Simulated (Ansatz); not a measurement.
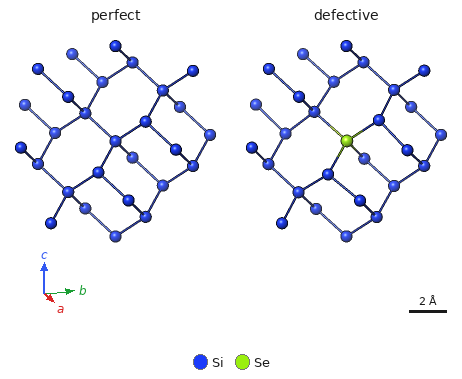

Left: perfect Si. Right: the same region with one point defect, after relaxing the atoms in a supercell of 64 sites. A ball-and-stick model of the atoms within 6.0 Å of one point, in a slice 5.0 Å thick across the line of sight, seen slightly off an axis.

The calculation used Ansatz 0.2.0, DFT, PBEsol, PAW, plane waves. Settings: plane-wave cutoff 420 eV; k-point mesh 1 × 1 × 1; mesh shifted by (0.25, 0.25, 0.25); no spin polarisation. Fermi-Dirac smearing of 0.01 eV. A uniform background neutralises the charged cell. The axes drawn are those of the host's conventional cell.

> What kind of defect was made?

A silicon atom is replaced by selenium.

The charge state of the cell is +2.

> How does the lattice respond?

In the host the Si atom has 4 Si at 2.35 Å; the Se atom ends with 4 Si at 2.49 to 2.51 Å. Of the host's atoms, a silicon atom moves furthest from its site, by 0.18 Å.

Limits of the set-up: the cell is charged, on a uniform background, and energies carry no finite-size correction.
